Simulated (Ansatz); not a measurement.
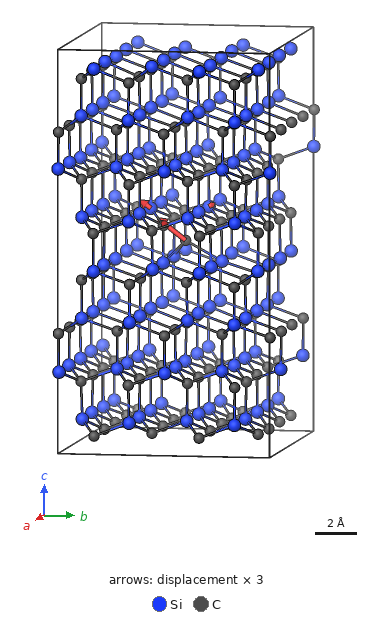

This is a relaxation of a defect cell of composition Si$_{128}$C$_{129}$ (cell charge +1). The starting structure is drawn; red arrows show the displacements, 3 times their true length.

A ball-and-stick model of the cell of the calculation (origin shifted), seen from a free direction.

The calculation used DFT, PBEsol, PAW, plane waves in Ansatz 0.2.0. Settings: plane-wave cutoff 420 eV; k-point mesh 1 × 1 × 1; mesh shifted by (0.25, 0.25, 0.25); collinear spin; atoms relaxed in a fixed cell; force threshold 0.03 eV/Å; at most 80 steps.

> Atoms of which element are displaced furthest, and by how much?

Carbon: up to 0.63 Å, against 0.24 Å for silicon.

> What did the optimiser do to the structure, and how much energy did it gain?

The atom that moves furthest is a C atom (0.63 Å along [0 −3 1]). Largest moves by element: C 0.63 Å, Si 0.24 Å. The cell doesn't change. Near-neighbour distances that change, for instance: C–Si 2.086 → 2.611 Å, C–C 2.009 → 1.576 Å, C–C 2.023 → 2.445 Å, C–C 1.975 → 1.575 Å. Among the angles between lasting bonds that change: C–Si–C 170.9° → 151.2°, C–Si–C 170.3° → 151.2°, C–Si–C 75.5° → 93.1°. Over 9 geometry steps the energy falls by 5.960 eV per cell of the calculation. The largest force component goes from 2.3 to 0.0073 eV/Å. The run took 85 s on 1 × NVIDIA GB300 Max-Q with 8 threads of Arm Neoverse-V2, peak memory 3 GiB.

Limits of the set-up: the cell is charged, on a uniform background, and energies carry no finite-size correction.
